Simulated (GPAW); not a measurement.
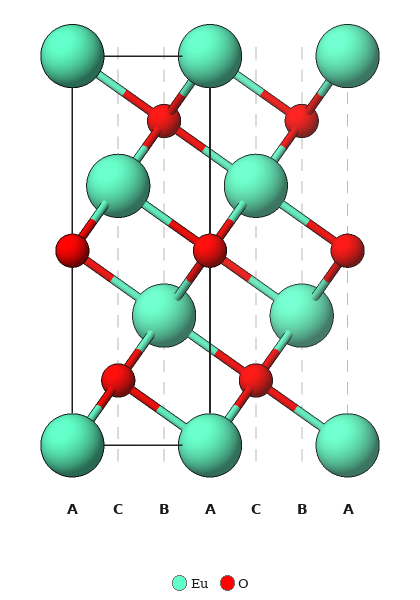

The picture looks along a close-packed row of the hexagonal mesh; [111] points upwards. The dashed lines mark the three columns A (0, 0), B (1/3, 2/3) and C (2/3, 1/3). The box is the hexagonal cell of the face-centred cubic lattice. The sequence starts with the first layer at or above the cell's origin.

The compound is EuO, taken as an entry of the Crystallography Open Database, as set up for an electronic-structure calculation.

Give the sequence of layers in one repeat, with element and column.

Eu(A) – O(C) – Eu(B) – O(A) – Eu(C) – O(B) (six layers in 8.91 Å).

How are the O layers alone stacked?

O layers alone: CAB, the cubic close-packed type.

Which positions between or in the O layers do the other atoms fill?

Eu: three octahedral sites (per hexagonal cell).
